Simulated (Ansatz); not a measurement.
# Fermi surface of Ta2N in space group P-31m

The calculation's input:

```yaml
crystal:
  lattice:
    - [5.29657205, 0.0, 0.0]
    - [-2.64828603, 4.58696595, 0.0]
    - [0.0, 0.0, 4.93918257]
  atoms:
    - { symbol: Ta, position: [0.66636168, 0.66636168, 0.75361826] }
    - { symbol: Ta, position: [0.0, 0.33363832, 0.75361826] }
    - { symbol: Ta, position: [0.33363832, 0.0, 0.75361826] }
    - { symbol: Ta, position: [0.33363832, 0.33363832, 0.24638174] }
    - { symbol: Ta, position: [0.0, 0.66636168, 0.24638174] }
    - { symbol: Ta, position: [0.66636168, 0.0, 0.24638174] }
    - { symbol: "N", position: [0.66666667, 0.33333333, 0.5] }
    - { symbol: "N", position: [0.33333333, 0.66666667, 0.5] }
    - { symbol: "N", position: [0.0, 0.0, 0.0] }
basis:
  ecutwfc: 420
kpoints:
  mp_grid: { grid: [12, 12, 8] }
hamiltonian:
  xc: pbe
scf:
  occupations: { method: gaussian, width: 0.05 }
output:
  forces: true
  eigenvalues: true
  eigenstates:
    nscf_kmesh: { grid: [18, 18, 18] }
    top_band: c6
    de_dk: true
    localisation: true
  stress: true
checkpoint:
  write: ck
  compress: false
  write_wavefunctions: false
  write_every: 100000
```

Launched as:

```sh
ansatz run input.yaml --threads 4 --pin off --max-ram 9216MiB --backend cpu --events-out ev --progress --plain --runs-dir out
```

Level of theory: DFT PBE, scalar-relativistic, plane waves, PAW; levels and slopes on a dense k mesh at the converged density (Ansatz 0.2.0). No spin polarisation. Mesh 18×18×18, interpolated with the band slopes. Cell and positions as given, without relaxation. The cell comes from a database of computed structures, not from a measurement.

Part 1: The sheets

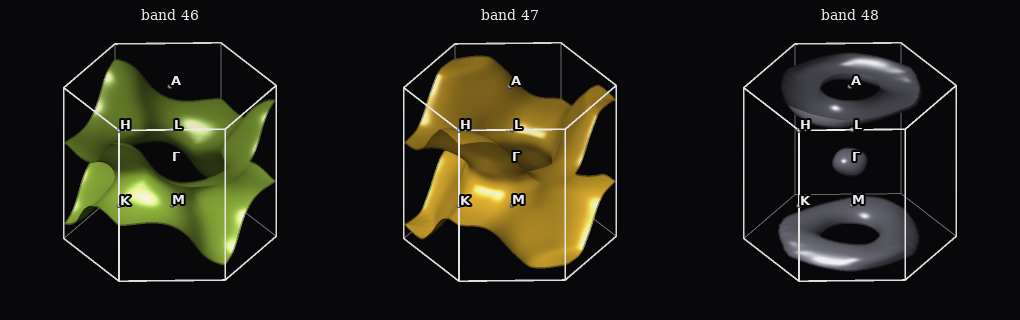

The figure shows the computed Fermi surface of this crystal. Each panel holds one band. The brighter face of a sheet looks towards empty states.

> What does each sheet look like, and where are the electron and hole pockets?

Three bands cross the Fermi level; this is a three-dimensional metal. One further band (49) crosses it only in tiny pockets, up to 98 meV deep, and is left out of the picture of the sheets.

Band 46: an open sheet between a filled part that runs through the repeated zones in all directions and an empty one that does so in two.
Band 47: an open sheet between a filled part that runs through the repeated zones in all directions and an empty one that does so in two.
Band 48: one electron pocket in a ring or shell around A (6.3 % of the zone) and one electron pocket centred at Γ (0.38 % of the zone).

> How large are the density of states and the plasma frequency?

The density of states at the Fermi level is 2.9 states/eV per primitive cell. The intraband plasma frequencies along the cartesian axes x, y and z of the cell as given are 3.2, 3.2 and 4.9 eV.

Part 2: Weight on the atoms

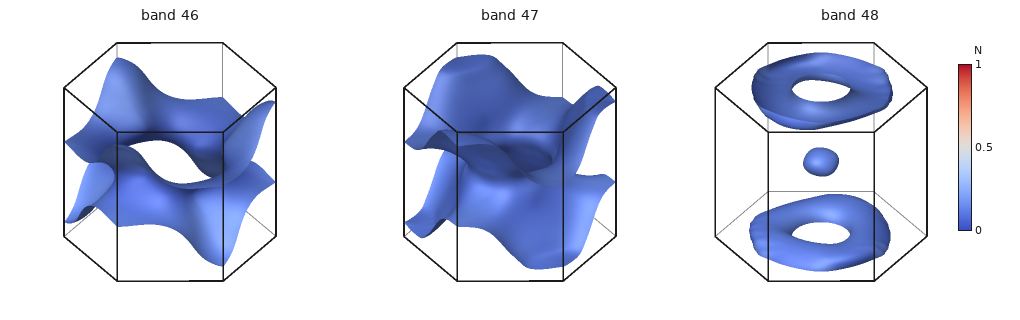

Fermi surface of this crystal, coloured by the weight of the states on N (Voronoi cells).

> How much N character do the sheets have, and what else?

Band 46: Ta (88 %) and N (12 %). Band 47: Ta (88 %) and N (12 %). Band 48: Ta (86 %) and N (14 %).

Part 3: Cuts and bands

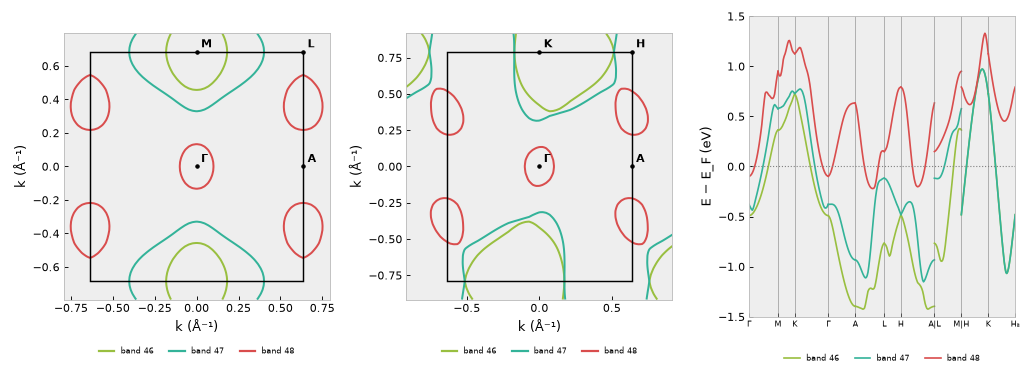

This crystal: cuts through the Fermi surface in the plane through Γ, A and M and the plane through Γ, A and K, and the bands that cross the Fermi level.

> For each band, read its level at the labelled points (eV from the Fermi level).

| band | Γ | A | K | H | M | L |
| --- | --- | --- | --- | --- | --- | --- |
| band 46 | −0.49 | −1.40 | +0.73 | −0.48 | +0.36 | −0.77 |
| band 47 | −0.38 | −0.93 | +0.73 | −0.48 | +0.58 | −0.12 |
| band 48 | −0.10 | +0.63 | +1.13 | +0.79 | +0.95 | +0.15 |

Negative values are filled states.

Spin-orbit coupling is left out; with Ta it can split, shift or remove sheets. Necks and pockets thinner than about two mesh steps aren't resolved, so separate pockets may in truth be joined.

The run (self-consistency and the dense mesh) took 30 s on 4 threads of Intel(R) Xeon(R) 6975P-C (Granite Rapids), with other jobs on the host, peak memory 1.8 GiB.
